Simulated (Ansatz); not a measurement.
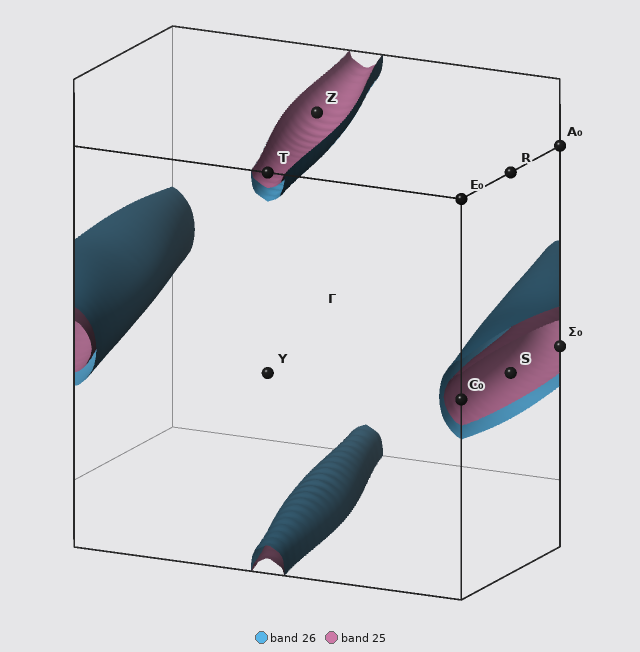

Constant-energy surfaces of AgCl (space group Cmcm, No. 63), 0.20 eV below the valence-band maximum (one colour a band).

These are results of DFT PBE, scalar-relativistic, plane waves, PAW; levels and slopes on a dense k mesh at the converged density (Ansatz), not measurements. No spin polarisation. The levels come from a k mesh of 20×20×18 points. Unrelaxed database geometry. The cell comes from a database of computed structures, not from a measurement.

Masses come from a second pass at points close to the extrema; at the energies drawn a band may no longer be parabolic.

Describe the band extrema that these surfaces surround.

Band 26 forms the valence edge; band 25 begins 0.07 eV lower (at S). The surfaces also take in S, where this band lies 0.01 eV below its edge, so they needn't be separate pockets. Within this energy: two equivalent maxima on the Σ₀–Γ line, nearly flat in one direction, with masses 0.49 and 0.72 mₑ across; one maximum at Z, 0.12 eV below the edge; one maximum at T, 0.16 eV below the edge.

And the gap?

The gap is indirect, 0.46 eV at this level of theory (semilocal functionals give gaps that are too small, and can reorder valleys that lie close).

Where one band's surface lies inside another's, the outer one hides all or part of it.

Spin-orbit coupling, left out here, can change the gap, its kind, the place of the band edges and the masses, since the compound holds Ag.

Time for the whole run: 4.7 min on 1 thread of Arm Neoverse N1, on a shared host, peak memory 1.4 GiB.
